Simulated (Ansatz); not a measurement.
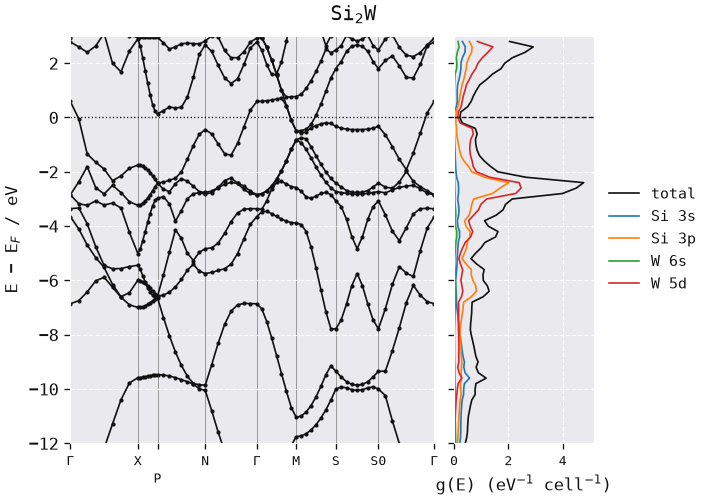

Band structure and density of states. Energies are counted from the Fermi level. The path runs straight from each named point to the next. The partial curves are projected on Löwdin-orthogonalised atomic shells.

What lattice type does the k path imply?

Answer. A body-centred tetragonal lattice: the path Γ–X–P–N–Γ–M–S–S0–Γ runs through the special points of its Brillouin zone.

The material is Si2W, space group I4/mmm, 3 atoms in the cell.

Ansatz; DFT, PBEsol, PAW with Ansatz's default frozen-core files, scalar-relativistic, no spin polarisation, 18×18×18 k mesh, 420 eV cutoff, Fermi-Dirac smearing of 0.05 eV.

Metal, semiconductor or insulator?

Answer. A metal: 2 bands cross the Fermi level along this path.

What is the density of states at the Fermi level?

Answer. The density of states at the Fermi level is about 0.25 per eV and cell (mean within 0.25 eV), or 0.084 per atom.

Which levels at Γ lie nearest to the Fermi level?

Answer. At Γ the nearest levels lie 2.85 eV below and 0.59 eV above the Fermi level.

Spin-orbit coupling is left out, which matters for W.
